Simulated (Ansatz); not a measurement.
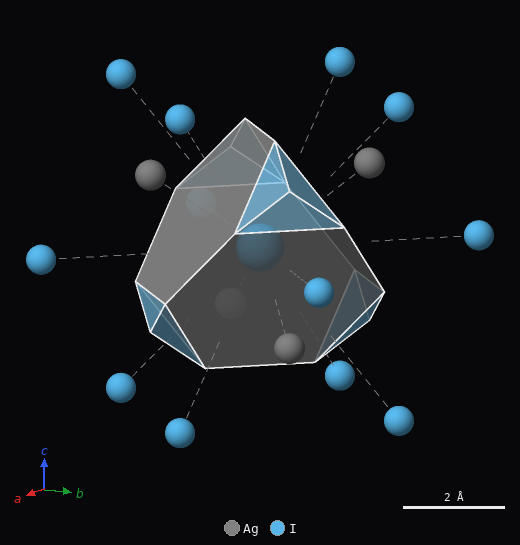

Voronoi cell (the region closer to this atom than to any other), computed from the atomic positions without radii. Central atom: I (4c) in AgI; faces take the colour of the neighbour behind them. Source: coordinates from a relaxation (final pressure about 4 GPa) with DFT PBE, scalar-relativistic, plane waves, PAW (Ansatz).

AgI, space group F-43m (No. 216), a = 6.382 Å, b = 6.382 Å, c = 6.382 Å, α = 90.00°, β = 90.00°, γ = 90.00°

| site | Wyckoff | x | y | z |
| --- | --- | --- | --- | --- |
| Ag | 4a | 0.0000 | 0.0000 | 0.0000 |
| I | 4c | 0.2500 | 0.2500 | 0.2500 |

### Give the Voronoi index ⟨n3,n4,n5,n6,…⟩ (numbers of faces with 3, 4, 5, 6 … edges).

16 faces, index ⟨12,0,0,4⟩: a triakis truncated tetrahedron, as in the diamond structure.

### What is the volume of this Voronoi cell?

32.5 Å³, equal to the mean volume per atom.

### Which neighbours share a face with the central atom?

4 Ag (88 % of the solid angle) and 12 I (12 % of the solid angle).
